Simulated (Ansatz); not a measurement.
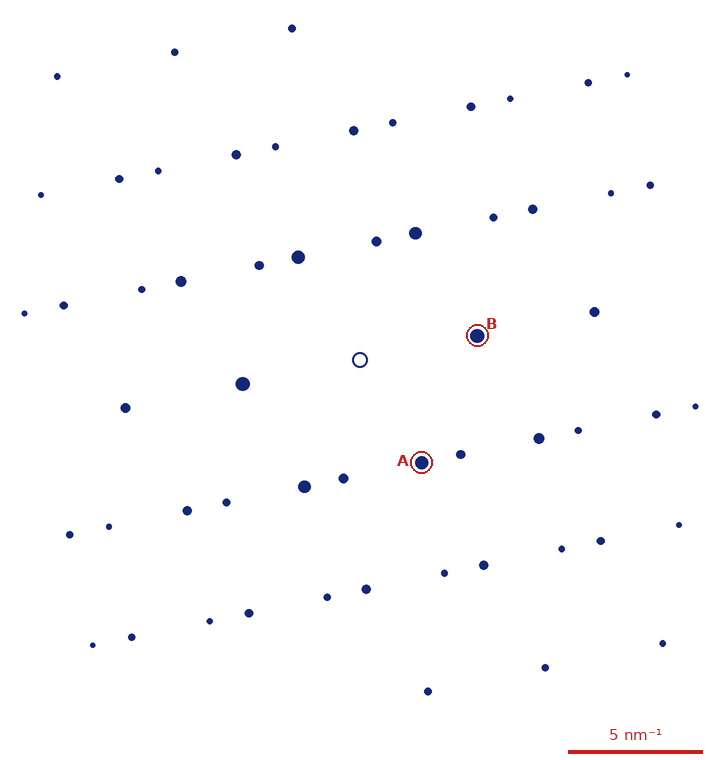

Computed electron diffraction pattern, 100 kV, single scattering only, B = 0.5 Å². Two individuals of a reflection twin are superposed (a geometric construction: whether this twin forms is not tested; the second individual is smaller and so fainter). Crystal: Zn, space group Fm-3m (No. 225), a = 3.858 Å, zone axis [110]. Structure: the end point of a relaxation with DFT, r2SCAN, plane waves (500 eV) with PAW, scalar-relativistic in Ansatz; the starting structure was generated, so it need not be a known form of this composition.

```cif
data_structure
_symmetry_space_group_name_H-M 'Fm-3m'
_symmetry_Int_Tables_number 225
_cell_length_a 3.8580
_cell_length_b 3.8580
_cell_length_c 3.8580
_cell_angle_alpha 90.000
_cell_angle_beta 90.000
_cell_angle_gamma 90.000
_cell_volume 57.42
loop_
_atom_site_label
_atom_site_type_symbol
_atom_site_symmetry_multiplicity
_atom_site_Wyckoff_symbol
_atom_site_fract_x
_atom_site_fract_y
_atom_site_fract_z
_atom_site_occupancy
Zn1 Zn 4 a 0.00000 0.00000 0.00000 1
```

In the first individual spot A is -1 1 -1 and spot B is -1 1 1.

### On which plane is the crystal twinned?

(1-1-1). The spot positions of the combined pattern are mirror-symmetric about the row through 1 -1 -1 (d = 2.227 Å), which both individuals share, while a single individual has only symmetry 2mm without that mirror line. Friedel's law adds the mirror line at right angles, so a twin on (1-12) would give the same picture; the more widely spaced plane was used.

### Which other reflections coincide?

Off the common row, 2 -2 4 and their kin fall on spots of the second individual; about 18 % of the first individual's visible spots are shared.
